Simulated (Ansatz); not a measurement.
## AlN: dielectric-response calculation

- system: AlN (P6₃mc, 4 atoms in the cell)
- method: DFT PBE0 form with exact-exchange fraction from the inverse dielectric constant, scalar-relativistic, plane waves, PAW, no spin polarisation (Ansatz 0.2.0)

The structure derives from an entry of the Crystallography Open Database.

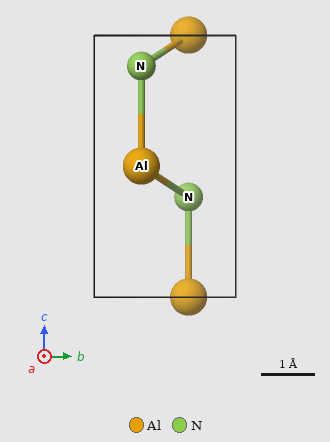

Figure 1. The structure as given in the input (ball-and-stick view of the cell of the calculation, along the a axis). An atom can appear more than once, as a periodic image.

## Input file
```yaml
crystal:
  lattice:
    - [3.110760629, 0.0, 0.0]
    - [-1.5553803145, 2.6939977298, 0.0]
    - [0.0, 0.0, 4.9787706144]
  atoms:
    - { symbol: Al, position: [0.3333333333, 0.6666666667, 0.0015708995] }
    - { symbol: Al, position: [0.6666666667, 0.3333333333, 0.5015708995] }
    - { symbol: "N", position: [0.3333333333, 0.6666666667, 0.3834291005] }
    - { symbol: "N", position: [0.6666666667, 0.3333333333, 0.8834291005] }
  host: atoms
basis:
  ecutwfc: 420
  ecutrho_ratio: 4
kpoints:
  mp_grid: { grid: [6, 6, 4] }
hamiltonian:
  xc:
    exchange: pbe
    correlation: pbe
    exx: { coeff: inverse_dielectric }
scf:
  occupations: { method: gaussian, width: 0.05 }
  n_extra_bands: 11
output:
  forces: true
  stress: true
  eigenvalues: true
  populations: true
  dos: { projected: true, de: 0.02 }
  write_density: true
  write_potential: true
  elf: true
  volumetric_format: npy
```

Hardware: 4 threads of Arm Neoverse V2, 24 GiB of memory available, shared host.

Launch command:
```bash
ansatz run input.yaml --threads 4 --pin off --max-ram 8192MiB --backend cpu --events-out ev --progress --plain --runs-dir out
```

## What the program printed
```
Warning: output.stress: scf.convergence.dr2_threshold = 1e-7 eV (the SCF's general default) is looser than the 4e-10 eV advised for a printed stress (1e-10 eV for each atom of the cell: 4). What an SCF threshold leaves in a stress goes as its square root, and in the free energy as the threshold itself, and one threshold admits the most on a small cell: of the crystals measured, under no hybrid functional and no lock of the moments, on runs that ended without the residual-converged pass, on stresses that held no estimate of that error, the worst erred by over 100 MPa in a component at 1e-7 eV an atom and by under 5 at 1e-10. Set scf.convergence.dr2_threshold to 4e-10 eV or tighter. The threshold is an SCF's pass mark: one that does not reach it within its budget of iterations ends unconverged, or closes short of it on a stop that the run arms, and scf.convergence.dr2_threshold's page says what that costs each kind of run
Warning: output.stress: scf.exx.energy_threshold = 1e-6 eV is looser than the 4e-8 eV advised for a stress under a hybrid functional (1e-8 eV for each atom of the cell: 4). Every SCF of the exchange loop can meet its threshold on dr2 while the loop round them stops early: no threshold on dr2 bounds what that leaves in the stress. Set scf.exx.energy_threshold to 4e-8 eV or tighter. The threshold is the loop's pass mark: a loop that does not reach it within its budget of cycles ends unconverged, and scf.exx.energy_threshold's page has the law
scf.n_extra_bands = 11 over 8 filled bands (N_el = 16.0): the run solves 19 bands
the fraction of exact exchange is that of a crystal of Al2N2
Engine: ansatz 0.2.0, aarch64-unknown-linux-gnu
Pseudopotentials: kind: paw
Pseudopotential: Al, paw, valence charge 3, recommended cutoff 420 eV (normal), Al.paw.azcp
Pseudopotential: N, paw, valence charge 5, recommended cutoff 420 eV (normal), N.paw.azcp
Functional definition: unnamed
  parameter a_1 = 0.25
  exchange = (1 - a_1)*pbe_x + a_1*exact_x
  correlation = pbe_c
  a weight of exact exchange comes from the crystal, and the text's number only plans the run
Solving k-mesh 6×6×4 for the fraction of exact exchange
ε∞ on k-mesh 6×6×4 of a primitive cell, without crystal.supercell, crystal.defects and total_charge: xx 4.4342, yy 4.4342, zz 4.6567; 3/Tr ε∞, of that cell with its empty space = 0.2218101987892729; solved inside the basis of its states, on 6×6×4 points, each entry to 0.0219, at a least direct gap of 4.203 eV
Crystal: 4 atoms, lattice volume = 41.724 Å³
Basis set: ecut = 420 eV, 809 PW (Γ), exchange–correlation on 48×48×72 points (8 copies of the dense FFT grid, shifted against one another)
Bands: 19, of which v1, the nominal top of the filled ones, is band 8 counted from 1 (7 counted from 0)
Symmetry: 12 space group operations
Space group: P63mc (ITA 186), of the structure as read, at distance tolerance 3.5e-5 Å
k-points: 21 of 144 (time reversal used)
Non-local potential: Al, projectors of the file, l = 0: 2, l = 1: 2, l = 2: 1
Non-local potential: N, projectors of the file, l = 0: 2, l = 1: 2, l = 2: 1
PAW form: soft (Blöchl's): semilocal exchange-correlation on the pseudo side does not see the compensation charge
PAW frozen core: Al, regenerated for the run's functional, and the local potential with it (the file was generated under x = pbe(κ = 0.804, μ = 0.2195149727645171), c = pbe(β = 0.06672455060314922))
PAW frozen core: N, regenerated for the run's functional, and the local potential with it (the file was generated under x = pbe(κ = 0.804, μ = 0.2195149727645171), c = pbe(β = 0.06672455060314922))
PAW one-centre angular grid: Al, 110 points (default); XC on 64 Gauss nodes
PAW one-centre angular grid: N, 110 points (default); XC on 64 Gauss nodes
Initial density: superposition of atomic densities (neutral atoms: chi_scale 0, normalization atom), corrected by the library's trained network
Initial wavefunctions: pseudopotential atomic-orbital guess
Functional: x = pbe(κ = 0.804, μ = 0.2195149727645171), c = pbe(β = 0.06672455060314922), warm-up for x = 0.7781898012107271 pbe(κ = 0.804, μ = 0.2195149727645171) + 0.2218101987892729 exact, c = pbe(β = 0.06672455060314922)
SCF iter   1: F=—  HF=-1848.488077 eV  |F-HF|=—  |Δ(HF+E_count)|=         —  Δρ=7.74e-4  dr2=9.34e-5  ethr=1.77e-3  ⟨swp⟩=2.0  Hψ=2858  notcnv=0
preconditioner: auto → none  [insulator: Δε(μ)=4.199 eV  Ē_g=17.194 eV  σ=0.050 eV  W_gap=1.00  n_scr=2 (ndim 8)  ℏωp=23.0 eV  f_vac=0.000  D(μ)=0.00/eV (n_scr^D=0)]
SCF iter   2: F=-1848.488347 eV  HF=-1848.488277 eV  |F-HF|=7.06e-5  |Δ(HF+E_count)|=   2.00e-4  Δρ=3.95e-4  dr2=2.28e-5  ethr=5.84e-7  ⟨swp⟩=3.5  Hψ=669  notcnv=0  defer=11
SCF 1 stopped early in 2 iterations: F = -1848.488347 eV  dr2 = 2.28e-5
  greatest PAW one-centre occupation: 0.788 electrons in one spin orbital (limit 2), on the N atom at site 3 (counted from 0), in its partial waves of l = 0
Initial density: handed on by an earlier stage of this run
Initial wavefunctions: those handed on with the density
Functional: x = 0.7781898012107271 pbe(κ = 0.804, μ = 0.2195149727645171) + 0.2218101987892729 exact, c = pbe(β = 0.06672455060314922)
Frozen-core exchange: fock
SCF iter   1: F=—  HF=-1849.724992 eV  |F-HF|=—  |Δ(HF+E_count)|=         —  Δρ=5.34e-3  dr2=5.84e-3  ethr=1.42e-6  ⟨swp⟩=8.3  Hψ=2037  notcnv=0
preconditioner: auto → none  [insulator: Δε(μ)=5.999 eV  Ē_g=19.860 eV  σ=0.050 eV  W_gap=1.00  n_scr=2 (ndim 8)  ℏωp=23.0 eV  f_vac=0.000  D(μ)=0.00/eV (n_scr^D=0)]
SCF iter   2: F=—  HF=-1849.722949 eV  |F-HF|=—  |Δ(HF+E_count)|=   2.04e-3  Δρ=2.50e-3  dr2=1.64e-3  ethr=1.42e-6  ⟨swp⟩=3.0  Hψ=735  notcnv=0
iter 3 solved again at ethr=1.42e-7 eV; its pass at ethr=1.42e-6 eV (dr2=2.27e-5 eV) is discarded
SCF iter   3: F=—  HF=-1849.722456 eV  |F-HF|=—  |Δ(HF+E_count)|=   4.93e-4  Δρ=2.33e-4  dr2=6.43e-4  ethr=1.42e-7  ⟨swp⟩=2.2  Hψ=1415  notcnv=0
SCF iter   4: F=—  HF=-1849.727575 eV  |F-HF|=—  |Δ(HF+E_count)|=   5.12e-3  Δρ=5.26e-4  dr2=1.31e-4  ethr=1.41e-7  ⟨swp⟩=4.3  Hψ=954  notcnv=0  defer=1
SCF iter   5: F=—  HF=-1849.727547 eV  |F-HF|=—  |Δ(HF+E_count)|=   2.81e-5  Δρ=1.06e-4  dr2=1.12e-5  ethr=1.41e-7  ⟨swp⟩=3.0  Hψ=708  notcnv=0
SCF iter   6: F=-1849.727610 eV  HF=-1849.727611 eV  |F-HF|=1.10e-7  |Δ(HF+E_count)|=   6.35e-5  Δρ=6.16e-5  dr2=1.63e-6  ethr=1.88e-8  ⟨swp⟩=4.1  Hψ=987  notcnv=0  defer=2
SCF 2 stopped early in 6 iterations: F = -1849.727610 eV  dr2 = 1.63e-6
  Residual-converged pass: ⟨swp⟩=3.0  Hψ=733  notcnv=0  max |occ|·‖R‖ = 5.2e-6 eV (tolerance 6.7e-6 eV)  dr2=1.63e-6  dr2_onsite=5.04e-8  max |Δocc| = 0.0e0
hybrid outer 1: dexx = +5.373e-3 eV, tail = 8.19e-6 eV
Frozen-core exchange: fock
SCF iter   1: F=—  HF=-1849.727622 eV  |F-HF|=—  |Δ(HF+E_count)|=         —  Δρ=2.10e-5  dr2=8.03e-8  ethr=2.56e-7  ⟨swp⟩=5.5  Hψ=1006  notcnv=0
preconditioner: auto → none  [insulator: Δε(μ)=6.052 eV  Ē_g=19.860 eV  σ=0.050 eV  W_gap=1.00  n_scr=2 (ndim 8)  ℏωp=23.0 eV  f_vac=0.000  D(μ)=0.00/eV (n_scr^D=0)]
SCF iter   2: F=—  HF=-1849.727622 eV  |F-HF|=—  |Δ(HF+E_count)|=   3.58e-8  Δρ=6.23e-6  dr2=1.33e-8  ethr=4.54e-10  ⟨swp⟩=3.5  Hψ=741  notcnv=0
SCF iter   3: F=—  HF=-1849.727623 eV  |F-HF|=—  |Δ(HF+E_count)|=   4.62e-8  Δρ=3.60e-6  dr2=3.66e-9  ethr=3.80e-11  ⟨swp⟩=4.0  Hψ=1006  notcnv=0  defer=10
SCF iter   4: F=-1849.727623 eV  HF=-1849.727623 eV  |F-HF|=5.23e-11  |Δ(HF+E_count)|=   1.07e-9  Δρ=6.84e-7  dr2=1.79e-10  ethr=1.91e-11  ⟨swp⟩=3.1  Hψ=658  notcnv=0  defer=4
SCF 3 converged in 4 iterations: F = -1849.727623 eV  dr2 = 1.79e-10
  Residual-converged pass: ⟨swp⟩=3.0  Hψ=711  notcnv=0  max |occ|·‖R‖ = 5.8e-7 eV (tolerance 6.3e-7 eV)  dr2=1.70e-10  dr2_onsite=1.83e-11  max |Δocc| = 0.0e0
  greatest PAW one-centre occupation: 0.788 electrons in one spin orbital (limit 2), on the N atom at site 2 (counted from 0), in its partial waves of l = 0
```

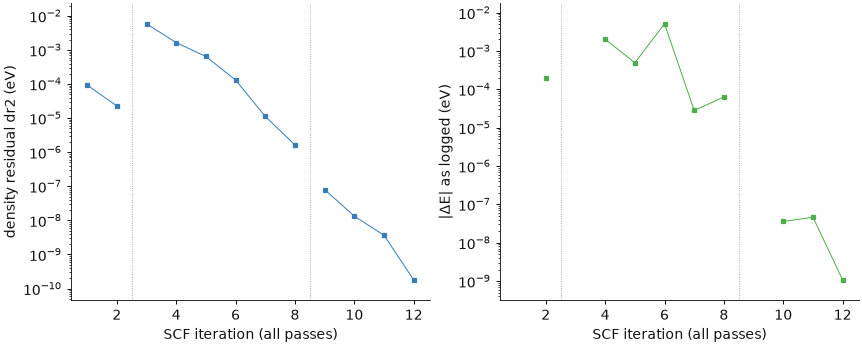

Figure 2. Convergence of the self-consistent field: density residual dr2 and size of the energy change against the SCF iteration. The run starts with a semilocal functional; after that each stretch between dotted lines is one SCF of the hybrid functional between two exact rebuilds of the exchange operator by the outer loop. Early passes are stopped at a loose threshold. The passes take 2, 6 and 4 iterations.

```
hybrid outer 2: dexx = +6.394e-8 eV, tail = 1.59e-9 eV, Δε = 1.72e-3 eV (about 3.27e-5 eV left of the loop's levels), ΔF = 2.95e-4 eV/Å (tail 7.09e-5)
hybrid SCF converged: 2 outer / 10 inner (+2 warm-up), last move |dexx| = 6.39e-8 eV, tail = 1.59e-9 eV
Stability not checked: this state was not tested for a lower state beside it, because the functional holds exact exchange (a hybrid, or Hartree-Fock), whose exchange loop this test does not read (fock_operator; see scf.lower_state_search)
Free energy (F): -1849.727623 eV
Frozen-core exchange: fock
Harris-Foulkes:  -1849.727623 eV  (|F-HF|=5.23e-11)
Internal energy: -1849.727623 eV  (E = F + TS)
E sigma→0 (E₀):  -1849.727623 eV
Fermi energy:    9.045135 eV
--- Per-component energies (eV) ---
  E_band       = 4.793551
  E_kinetic    = 320.084465
  E_local      = -447.414668  (includes V_loc(G=0)·N_el)
  E_nonlocal   = 108.767756
  E_hartree    = 156.202659
  E_xc         = -163.184674
  E_vxc        = -173.267846  (∫ρ·V_xc dr)
  E_exx        = -37.689910  (= α·E_x^exact, valence–valence)
  E_paw        = -1194.334896  (= ΣΔE_a)
  E_vpaw       = -40.401763  (= ΣTr[D̂ρ^β])
  E_aug_tail   = 0.000193  (compensation charges beyond the density's cutoff)
  E_ewald      = -592.042238
  E_core_change = -0.116311  (= ΣΔE_core)
  E_smearing   = -0.000000  (= −TS)
  E_closure    = 0.000001  (closes the sum)
  Σ components = -1849.727623   (vs F -1849.727623, Δ=0.00e0)
--- Forces (eV/Å), atoms counted from 1 ---
  atom   1  Al    -0.00000000    -0.00000000    -0.00652845
  atom   2  Al    -0.00000000     0.00000000    -0.00652845
  atom   3  N     -0.00000000     0.00000000     0.00649348
  atom   4  N      0.00000000    -0.00000000     0.00649348
  max |Σ_I F_I| component: 6.99e-5 eV/Å
--- Stress (GPa, compression-positive) ---
       -0.741417       0.000000       0.000000
        0.000000      -0.741417       0.000000
        0.000000       0.000000      -0.622001
  P = ⅓ Tr σ = -0.7016 GPa (-7.016 kbar)
--- Band table (eV; the first three rows and the last of 21) ---
  k-point 0: bands = ["-10.5222", "-8.2564", "-0.4466", "5.0633", "5.0633", "5.7769", "5.7769", "6.0193", "12.0710", "14.6636", "18.9605", "19.2947", "19.2947", "21.3665", "21.4126", "21.4126", "22.6853", "22.6853", "22.9463"]
  k-point 1: bands = ["-10.2708", "-8.7098", "0.4130", "4.7485", "5.1617", "5.1617", "5.6657", "5.6657", "13.0745", "14.7939", "18.5680", "19.2548", "19.2548", "19.9289", "20.6048", "20.6048", "23.7334", "23.7334", "24.3183"]
  k-point 2: bands = ["-9.5813", "-9.5813", "2.4378", "2.4378", "5.4074", "5.4074", "5.4074", "5.4074", "14.4734", "14.4734", "18.5353", "18.5353", "19.6196", "19.6196", "19.6196", "19.6196", "26.1914", "26.1914", "26.1914"]
  k-point 20: bands = ["-7.8393", "-7.8393", "0.8037", "0.8037", "1.8567", "1.8567", "5.1520", "5.1520", "15.4181", "15.4181", "15.8457", "15.8457", "20.3996", "20.3996", "21.9774", "21.9774", "24.4624", "24.4624", "26.6903"]
--- Löwdin populations: 4 sites ---
  site symbol       q [e]
     0     Al      1.8689
     1     Al      1.8689
     2      N      6.0619
     3      N      6.0619
  spilling = 0.008654 (of n_electrons = 16.000000)
```

## File populations.tsv
```
# site	symbol	l	j	q
# orbitals = lowdin
# n_electrons = 16.000000
# spilling = 0.008654
0	Al	0_3S	-	0.542150
0	Al	1_3P	-	1.326758
1	Al	0_3S	-	0.542150
1	Al	1_3P	-	1.326758
2	N	0_2S	-	1.392341
2	N	1_2P	-	4.669515
3	N	0_2S	-	1.392341
3	N	1_2P	-	4.669515
```

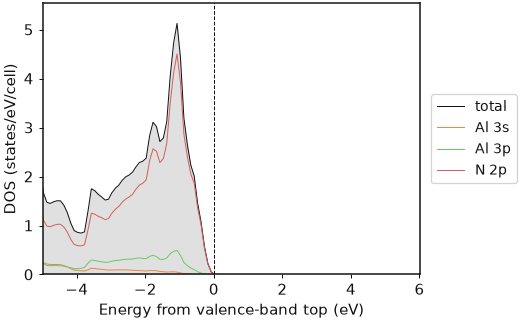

Figure 3. Density of states (projected on Löwdin-orthogonalised atomic shells), with energies from the valence-band top. There is a gap of 6.05 eV on the k-point mesh.

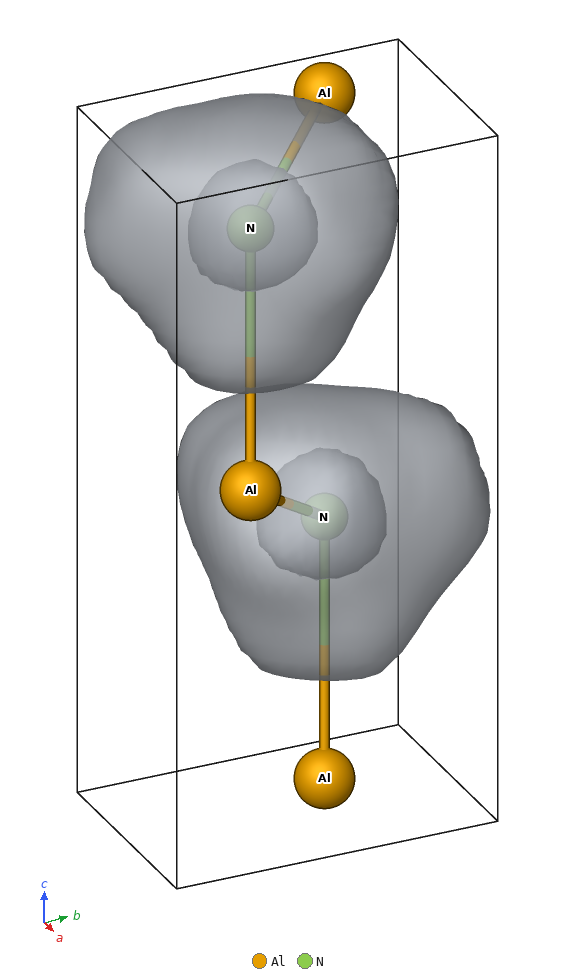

Figure 4. Isosurface of the ELF at 0.7 (grey), seen slightly off an axis. Core shells and regions of very low density are left out. Sticks mark near contacts. The outline is the cell set on symmetry axes. Profiles from the grid: Al–N (1.89 Å): the ELF is about 0.85 at the midpoint. In a PAW calculation such maps are meaningful between the atoms, not at the nuclei.

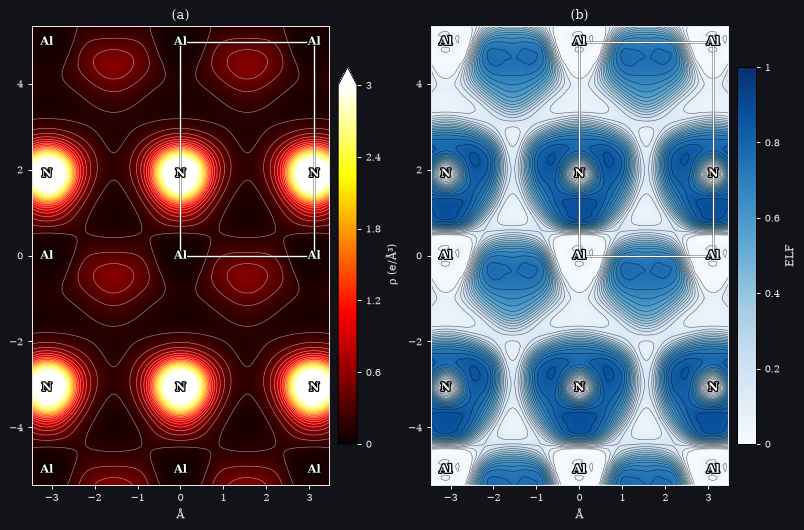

Figure 5. (a) valence electron density; (b) ELF on the (100) plane of the conventional cell. Atoms in the plane: Al and N. Al–N (1.90 Å): the density is about 0.68 e/Å³ at the midpoint; the ELF is about 0.90 at the midpoint. Away from the nuclei the density in this plane falls to 0.08 e/Å³ at its lowest.

## Results in brief

| quantity | value |
| --- | --- |
| outcome | converged |
| space group (tolerance 0.01 Å) | P6₃mc (186) |
| electrons treated | 16 |
| free energy | −1849.7276 eV |
| Fermi energy | 9.045 eV |
| gap on the k-point mesh | 6.05 eV |
| pressure | −0.70 GPa |
| largest force (length of the vector) | 0.007 eV/Å |
| wall time | 14 s (CPU time 50 s) |
| peak memory | 0.91 GiB |

## Notes

The program warns: the exchange loop's threshold is looser than advised for the stress; the SCF threshold is looser than advised for the printed stress.
